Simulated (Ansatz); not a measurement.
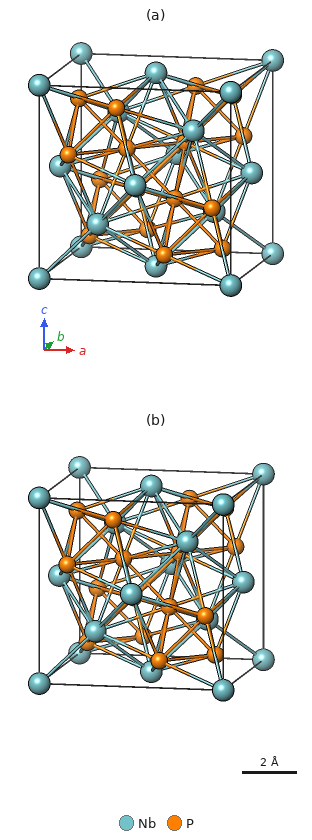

The structure of crystalline NbP2 (built on the cubic Laves (C15)_227 type) (coarse preliminary run) before (top) and after (bottom) a relaxation, at one scale.

A ball-and-stick model of the conventional cell (4 times the calculation's cell), seen slightly off an axis. Lengths and directions refer to the drawn axes.

Case: cubic Laves (C15) type (Fd-3m, No. 227).

The calculation used Ansatz, DFT r2SCAN, scalar-relativistic, plane waves, PAW.

The input:
```yaml
crystal:
  lattice:
    - [0.0, 3.6562883452, 3.6562883452]
    - [3.6562883452, 0.0, 3.6562883452]
    - [3.6562883452, 3.6562883452, 0.0]
  atoms:
    - { symbol: Nb, position: [0.0, 0.0, 0.0] }
    - { symbol: Nb, position: [0.25, 0.25, 0.25] }
    - { symbol: P, position: [0.625, 0.625, 0.625] }
    - { symbol: P, position: [0.125, 0.625, 0.625] }
    - { symbol: P, position: [0.625, 0.625, 0.125] }
    - { symbol: P, position: [0.625, 0.125, 0.625] }
basis:
  ecutwfc: 500
kpoints:
  mp_grid: { grid: [4, 4, 4] }
hamiltonian:
  xc: r2scan
scf:
  occupations: { method: gaussian, width: 0.1 }
  lower_state_search: "off"
output:
  forces: true
  stress: true
  eigenvalues: true
relax:
  adjacent_minimum: "off"
  f_tol: 0.04
  max_steps: 70
  cell: { stress_tol: 0.4 }
```

Command:
```bash
ansatz run input.yaml --threads 1 --pin off --max-ram 3072MiB --backend cpu --events-out ev --progress --plain --runs-dir out
```

Q: Summarise the run.

A: No atom moves by more than 0.005 Å relative to the cell. The volume changes by −11.4 %, with a = b = c 7.313 → 7.023 Å (−4.0 %). Some distances before and after: Nb1–Nb2 3.166 → 3.041 Å, Nb1–P3 3.032 → 2.912 Å, P3–P4 2.585 → 2.483 Å. The space group stays Fd-3m (No. 227). The energy falls by 83.4 meV per atom in 3 accepted moves (4 points after the start). All forces vanish by symmetry, so only the cell relaxes. Pressure: −12.97 GPa at the start and −0.03 GPa at the end. The SCF was repeated once at an unchanged geometry on a basis and grid sized afresh for the cell, which shifted the energy by 0.5 meV per atom at most.
